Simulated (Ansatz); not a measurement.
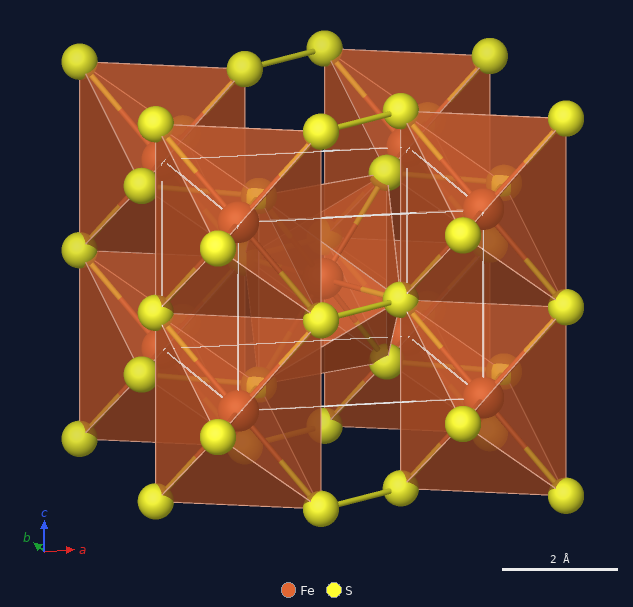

The image is a polyhedral drawing of a crystal, viewed slightly off an axis. One conventional unit cell is framed, with atoms on its boundary repeated. A few atoms beyond the faces are included.

FeS2, space group Pnnm (No. 58), a = 4.431 Å, b = 5.401 Å, c = 3.379 Å, α = 90.00°, β = 90.00°, γ = 90.00°. Provenance: a structure listed in the Materials Project. Earlier steps of the study may have refined or changed the cell and positions. It was run through Ansatz as a DFT input.

This one geometry was computed with Ansatz (DFT, plane waves, PAW) at six levels of theory: Hartree-Fock, PBE0, PBE, LDA, HSE06 and dielectric-dependent PBE0 (fraction 1/eps_inf of PBE). It was relaxed beforehand with r2SCAN.

Which level gives the highest pressure at this volume, and what does that say about its equilibrium volume?

Answer. Highest: Hartree-Fock (36.2 GPa), which points to the largest equilibrium volume. Lowest, with the smallest volume: LDA (-10.0 GPa). Levels within 0.5 GPa of each other can't be told apart.

How does the band gap change with the level of theory?

Answer. LDA: a gap of 0.71 eV, indirect; PBE: a gap of 0.85 eV, indirect; dielectric-dependent PBE0 (fraction 1/eps_inf of PBE): a gap of 1.31 eV, indirect; HSE06: a gap of 2.25 eV, indirect; PBE0: a gap of 2.96 eV, indirect; Hartree-Fock: a gap of 9.68 eV, indirect.

Collect the results in a table.

Answer.
| level | cutoff (eV) | k-mesh of the run's cell | gap (eV) | pressure (GPa) |
| --- | --- | --- | --- | --- |
| Hartree-Fock | 420 | 4×4×4 | 9.68 | 36.2 |
| PBE0 | 420 | 4×4×4 | 2.96 | -0.4 |
| PBE | 420 | 6×6×8 | 0.85 | 0.8 |
| LDA | 420 | 6×6×8 | 0.71 | -10.0 |
| HSE06 | 420 | 4×4×4 | 2.25 | -0.5 |
| dielectric-dependent PBE0 (fraction 1/eps_inf of PBE) | 420 | 4×4×4 | 1.31 | -0.2 |

Gaps are taken on the k-mesh or band path of each run.
